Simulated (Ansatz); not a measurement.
# GaN (P6_3mc): converging the G0W0 gap, part 2 of 2

How do accuracy and time trade against each other in G0W0 on GaN (P6_3mc)?

Ansatz 0.2.0; G0W0 on PBE, plane waves, PAW. Known limits of the many-body steps: not at the basis limit; no spin-orbit coupling; coarse k mesh.

So far. Step 4 (293 empty bands, screening to 200 eV): Against the run with 6×6×4 mesh, 136 empty bands, screening to 120 eV, the gap moves by +0.04 eV. Step 5 (Changing the k mesh: 6×6×2 mesh, 136 empty bands …): Against the run with 6×6×4 mesh, 136 empty bands, screening to 120 eV, the gap moves by −0.04 eV.

The database entry behind the starting cell has ideal inner coordinates that were not refined, so it need not match the best structure at ambient conditions.

### 6. Changing the frequency model: 6×6×4 mesh, 136 empty bands, screening to 120 eV, plasmon pole

A plasmon pole stands in for the full frequency dependence of the screening; this run shows what that costs in accuracy.

Input file input.yaml:

```yaml
crystal:
  lattice:
    - [3.19, 0.0, 0.0]
    - [-1.595, 2.7626210381, 0.0]
    - [0.0, 0.0, 5.189]
  atoms:
    - { symbol: Ga, position: [0.6666666667, 0.3333333333, 0.0] }
    - { symbol: Ga, position: [0.3333333333, 0.6666666667, 0.5] }
    - { symbol: "N", position: [0.6666666667, 0.3333333333, 0.375] }
    - { symbol: "N", position: [0.3333333333, 0.6666666667, 0.875] }
kpoints:
  mp_grid: { grid: [6, 6, 4] }
hamiltonian:
  xc: pbe
  pseudopotentials: { kind: paw, azcp: { folder: "./paw" } }
scf:
  occupations: { method: fixed }
gw:
  n_empty_bands: 136
  ecut_chi: 120
  qp_bands: [v2, c2]
  qp_kpoints: band_edges
  screening: { model: godby_needs }
```

Started as:

```bash
$ ansatz run input.yaml --threads 3 --pin off --max-ram 92160MiB --backend cuda --events-out ev --progress --plain --runs-dir out --devices 1 --max-vram 13GiB
```

Numbers of over 12 decimals in the logs are rounded to 6 here.

The log of the run:

```text
GPUs: using 1 of 1 available (devices: 1).
[...]
GPU FFT provider: cuFFT
GPU libraries: cuBLAS 13.8.2, cuFFT 12.4.0, cuSOLVER 12.3.4
Crystal: 4 atoms, lattice volume = 45.729 Å³
Basis set: ecut = 420 eV, 917 PW (Γ)
Bands: 22, of which v1, the nominal top of the filled ones, is band 18 counted from 1 (17 counted from 0)
Symmetry: 12 space group operations
[...]
k-points: 21 of 144 (time reversal used)
[...]
1    20     14.0264   -10.1639    -4.3900   -15.3102  0.8281    14.7850    14.7826  root
[...]
20    17      8.1880   -22.2764     3.3912   -18.2403  0.7938     7.5410     7.5431  root
    20    18      8.1880   -22.2764     3.3912   -18.2403  0.7938     7.5410     7.5431  root
    20    19     16.0948    -9.5392    -4.7083   -14.9797  0.8308    16.8296    16.8270  root
    20    20     16.0948    -9.5392    -4.7083   -14.9797  0.8308    16.8296    16.8270  root
[key lines of the parts left out:]
SCF converged after 9 iterations
Free energy (F): -8335.821065 eV
Fermi energy:    9.680356 eV
```

Wall time 39 s (1 × NVIDIA H100 80GB HBM3 (shared by 6 runs) with 3 threads of AMD EPYC 7R13 (Zen 3), shared host); peak memory 1.3 GiB; 22 s of CPU time.

Numbers from this step:

| Item | Value |
| --- | --- |
| bands summed | 154 |
| plasmon-pole fit frequency | 32.95 eV |
| RPA ε∞ on this mesh (eigenvalues) | 5.991, 6.035, 6.035 |
| plane waves in the screening matrix | 135 |
| G0W0 gap on the mesh | 3.007 eV |
| k of the valence top | 0, 0, 0 |
| k of the conduction bottom | 0, 0, 0 |
| starting gap on the mesh | 1.890 eV |
| least direct G0W0 gap on the computed points | 3.007 eV |

Against the run with 6×6×4 mesh, 136 empty bands, screening to 120 eV, the gap moves by −0.005 eV.

### 7. Changing the files: 6×6×4 mesh, 136 empty bands, screening to 120 eV, hard PAW files

Other atomic data (hard PAW) test the pseudisation: the cutoff goes from 420 to 1020 eV and the valence electrons from 36 to 52, which opens shells that were frozen.

input.yaml: that of step 6 with these lines changed.

```diff
@@ -14,3 +14,3 @@
   xc: pbe
-  pseudopotentials: { kind: paw, azcp: { folder: "./paw" } }
+  pseudopotentials: { kind: paw, source: ansatz }
 scf:
@@ -22,2 +22,2 @@
   qp_kpoints: band_edges
-  screening: { model: godby_needs }
+  screening: { model: contour_deformation }
```

The log of the run:

```text
GPUs: using 1 of 1 available (devices: 1).
[...]
GPU FFT provider: cuFFT
GPU libraries: cuBLAS 13.8.2, cuFFT 12.4.0, cuSOLVER 12.3.4
Crystal: 4 atoms, lattice volume = 45.729 Å³
Basis set: ecut = 1020 eV, 3393 PW (Γ)
Bands: 32, of which v1, the nominal top of the filled ones, is band 26 counted from 1 (25 counted from 0)
Symmetry: 12 space group operations
[...]
k-points: 21 of 144 (time reversal used)
[...]
1    28     15.4488   -10.1422    -4.4160   -15.2903  0.8079    16.1882    16.1810  root
[...]
20    25      9.6013   -22.2823     3.3920   -18.2472  0.7657     8.9515     8.9581  root
    20    26      9.6013   -22.2823     3.3920   -18.2472  0.7657     8.9515     8.9581  root
    20    27     17.5129    -9.5197    -4.7333   -14.9588  0.8055    18.2263    18.2186  root
    20    28     17.5129    -9.5197    -4.7333   -14.9588  0.8055    18.2263    18.2186  root
[key lines of the parts left out:]
SCF converged after 8 iterations
Free energy (F): -17597.781735 eV
Fermi energy:    11.092380 eV
```

Wall time 32 s (1 × NVIDIA H100 80GB HBM3 (shared by 6 runs) with 3 threads); peak memory 1.4 GiB; 40 s of CPU time.

Numbers from this step:

```
bands summed                                 : 162
RPA ε∞ on this mesh (eigenvalues)            : 5.977, 6.019, 6.019
plane waves in the screening matrix          : 135
G0W0 gap on the mesh                         : 3.018 eV
k of the valence top                         : 0, 0, 0
k of the conduction bottom                   : 0, 0, 0
starting gap on the mesh                     : 1.905 eV
least direct G0W0 gap on the computed points : 3.018 eV
```

Against the run with 6×6×4 mesh, 136 empty bands, screening to 120 eV, the gap moves by +0.007 eV.

### 8. Convergence and cost

Times are wall times on 1 × NVIDIA H100 80GB HBM3 (shared by 6 runs) with 3 threads of AMD EPYC 7R13 (Zen 3), shared host, good to a factor of about two.

| mesh | files | frequency | bands summed | cutoff (eV) | start (eV) | G0W0 (eV) | time | host memory (GiB) |
| --- | --- | --- | --- | --- | --- | --- | --- | --- |
| 6×6×4 | default PAW | contour deformation | 66 | 60 | 1.890 | 2.866 | 16 s | 0.99 |
| 6×6×4 | default PAW | contour deformation | 154 | 120 | 1.890 | 3.012 | 19 s | 1.2 |
| 6×6×4 | default PAW | contour deformation | 311 | 200 | 1.890 | 3.048 | 37 s | 1.5 |
| 6×6×2 | default PAW | contour deformation | 154 | 120 | 1.891 | 2.976 | 17 s | 1.1 |
| 6×6×4 | default PAW | plasmon pole | 154 | 120 | 1.890 | 3.007 | 39 s | 1.3 |
| 6×6×4 | hard PAW | contour deformation | 162 | 120 | 1.905 | 3.018 | 32 s | 1.4 |

How the two edges are built up, in eV (the quasiparticle level is the starting level plus Σx plus Σc less Vxc):

| run | edge | start | Σx | Σc | Vxc | Z | QP |
| --- | --- | --- | --- | --- | --- | --- | --- |
| 66 bands | valence top | 9.68 | -23.86 | 3.51 | -20.23 | 0.78 | 9.56 |
| 66 bands | conduction bottom | 11.57 | -11.54 | -3.37 | -15.77 | 0.81 | 12.43 |
| 154 bands | valence top | 9.68 | -23.86 | 3.11 | -20.23 | 0.77 | 9.17 |
| 154 bands | conduction bottom | 11.57 | -11.54 | -3.62 | -15.77 | 0.81 | 12.18 |
| 311 bands | valence top | 9.68 | -23.86 | 2.87 | -20.23 | 0.77 | 8.92 |
| 311 bands | conduction bottom | 11.57 | -11.54 | -3.83 | -15.77 | 0.80 | 11.97 |

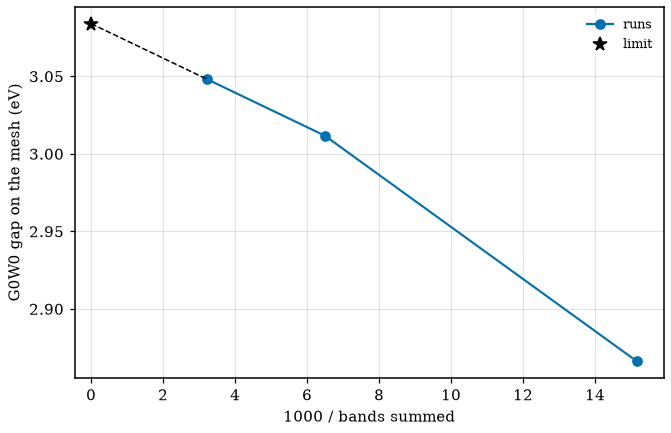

The gap against one over the number of bands; the dashed line carries the two highest rungs to the limit.

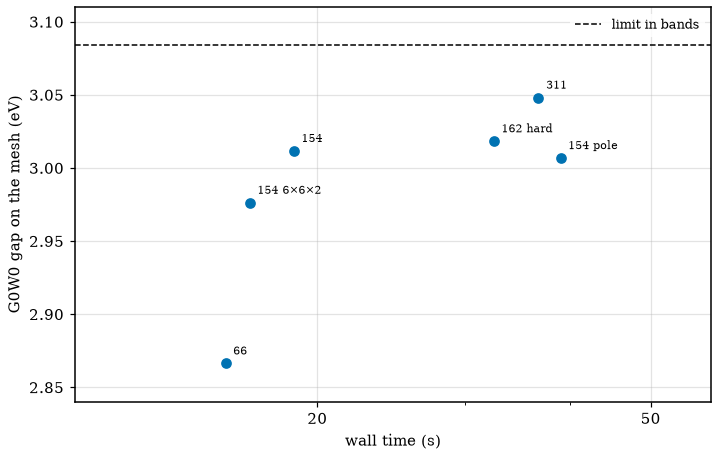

Result against wall time.

### 9. Summary of results

```yaml
66_bands_60_ev: 2.866 eV
154_bands_120_ev: 3.012 eV
311_bands_200_ev: 3.048 eV
estimated_limit_in_bands_and_cutoff: 3.08 eV
mesh_and_start: 6×6×4, PBE
```

**Reading.** A line in one over the bands through the two highest rungs gives 3.08 eV, +0.04 eV from the top rung; the pair below gives 3.12 eV, so the series converges faster than that law. The rungs stand 0.22 eV (66 bands), 0.07 eV (154 bands) and 0.04 eV (311 bands) from it. From 66 to 311 bands the gap moves by +0.18 eV while the time grows 2.4-fold. Σc changes by −0.64 eV at the valence top and −0.46 eV at the conduction bottom, so the levels themselves move more than the gap between them. On the 6×6×2 mesh in place of 6×6×4 the gap differs by −0.04 eV, of which +0.001 eV is already in the start. The plasmon-pole model gives −0.005 eV against contour deformation, 0 % of the correction, and saved no time in this program. Hard PAW files move the gap by +0.01 eV at equal bands and cutoff, +0.01 eV of it in the start. The cheapest rung within 0.1 eV of this estimate is that with 154 bands (19 s). The many-body steps are scalar-relativistic: spin-orbit coupling is not in them.

[Paths, hosts, dates, memory and timing lines, banners, echoed tables and standing remarks are left out of the program output.]

[Logs are printed without paths, hosts, clocks, repeated set-up lines and the standing remarks that a program may print on its own settings, such as how far it seeks lower states.]

[Runs of the session that timed out or met a known fault of the program may be left out.]

[Cells called generated may have been cut or substituted from an entry of the Crystallography Open Database or the Materials Project.]

[Hosts, paths, dates, database ids (printed as entryN), source tags and the programs' standing remarks are cut or masked in the printed files.]
